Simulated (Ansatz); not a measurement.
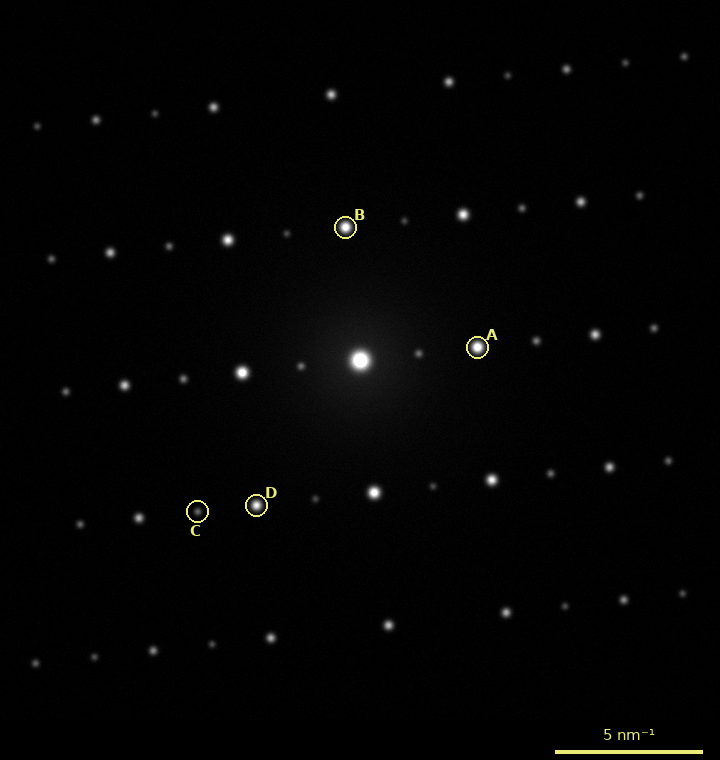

Computed electron diffraction pattern, 200 kV, single scattering only, B = 0.8 Å². The zone axis points towards the electron source and the pattern is seen from the source side.

Crystal: W, space group Fmmm (No. 69), a = 3.07 Å, b = 4.40 Å, c = 9.92 Å. Structure: the end point of a relaxation with DFT r2SCAN, scalar-relativistic, plane waves, PAW in Ansatz 0.2.0; the starting structure was generated, so it need not be a known form of this composition.

```cif
data_structure
_symmetry_space_group_name_H-M 'Fmmm'
_symmetry_Int_Tables_number 69
_cell_length_a 3.0674
_cell_length_b 4.3980
_cell_length_c 9.9194
_cell_angle_alpha 90.000
_cell_angle_beta 90.000
_cell_angle_gamma 90.000
_cell_volume 133.82
loop_
_atom_site_label
_atom_site_type_symbol
_atom_site_symmetry_multiplicity
_atom_site_Wyckoff_symbol
_atom_site_fract_x
_atom_site_fract_y
_atom_site_fract_z
_atom_site_occupancy
W1 W 8 i 0.50000 0.00000 0.36725 1
```

Spot A is indexed 0 0 -4 and spot B 0 2 0.

Question: Index the other marked spots.

Answer: C = −(3/2)A − B = 0 -2 6 (d = 1.321 Å). D = −A − B = 0 -2 4 (d = 1.645 Å).

Question: Find the zone axis.

Answer: The cross product of A and B is parallel to [100]; every spot obeys hu + kv + lw = 0.

Question: What are the spacings of A and B and the angle between them?

Answer: d(A) = 2.480 Å, d(B) = 2.199 Å, and the angle is 90.0°.
